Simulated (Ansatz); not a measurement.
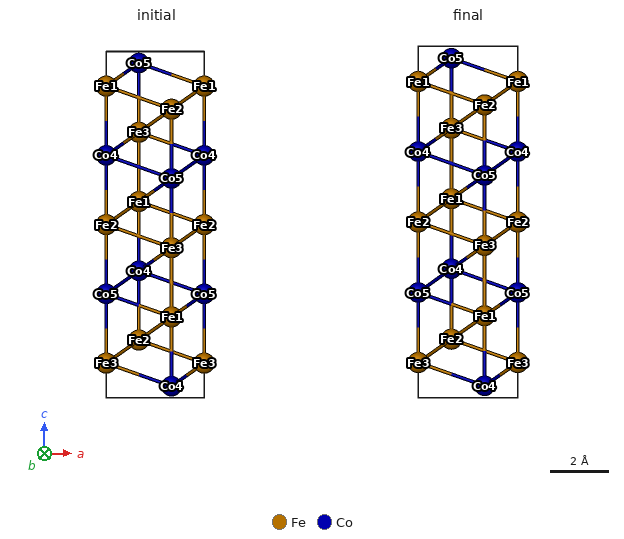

The structure of a crystal of Fe$_{3}$Co$_{2}$ (a generated structure, set up in R-3m) (coarse preliminary run) before (left) and after (right) a relaxation, at one scale.

A ball-and-stick model of the conventional cell (3 times the calculation's cell), seen along the b axis. Lengths and directions refer to the drawn axes.

Method: DFT PBE, scalar-relativistic, plane waves, PAW (Ansatz 0.2.0).

Input file:
```yaml
crystal:
  lattice:
    - [1.98032824, 1.14334304, 4.0423281]
    - [-1.98032824, 1.14334304, 4.0423281]
    - [0.0, -2.28668609, 4.0423281]
  atoms:
    - { symbol: Fe, position: [0.9, 0.9, 0.9], spin: 4.0 }
    - { symbol: Fe, position: [0.5, 0.5, 0.5], spin: 4.0 }
    - { symbol: Fe, position: [0.1, 0.1, 0.1], spin: 4.0 }
    - { symbol: Co, position: [0.7, 0.7, 0.7], spin: 3.0 }
    - { symbol: Co, position: [0.3, 0.3, 0.3], spin: 3.0 }
basis:
  ecutwfc: 420
kpoints:
  mp_grid: { grid: [6, 6, 6] }
hamiltonian:
  xc: pbe
scf:
  occupations: { method: gaussian, width: 0.1 }
  lower_state_search: "off"
output:
  forces: true
  stress: true
  eigenvalues: true
  populations: true
magnetization:
  spin_polarized: true
relax:
  adjacent_minimum: "off"
  f_tol: 0.04
  max_steps: 70
  cell: { stress_tol: 0.4 }
```

Run as
```bash
ansatz run input.yaml --threads 4 --pin off --max-ram 8192MiB --backend cpu --events-out ev --progress --plain --runs-dir out
```

> Summarise the run.

The largest moves relative to the cell, 0.007 Å, are those of Co4 and Co5. Co5 goes along −c. Largest moves by element: Co 0.007 Å, Fe 0.002 Å. Cell: a = b 3.961 → 4.024 Å (+1.6 %), c 12.127 → 12.307 Å (+1.5 %). Volume +4.8 %. Among the contacts that change: Co4–Co5 2.425 → 2.469 Å, Fe2–Co4 2.425 → 2.468 Å, Fe1–Fe2 2.425 → 2.463 Å, Fe1–Co5 2.425 → 2.462 Å. The space group stays R-3m (No. 166). The energy falls by 87.0 meV per cell of the calculation in 2 accepted moves (3 points after the start). The largest force component goes from 0.13 to 0.016 eV/Å. Pressure: 10.59 GPa at the start and 0.34 GPa at the end. At 1 point the geometry stayed and the basis and grid were re-selected for the new cell (energy shift of 2.8 meV per cell of the calculation at most each time).
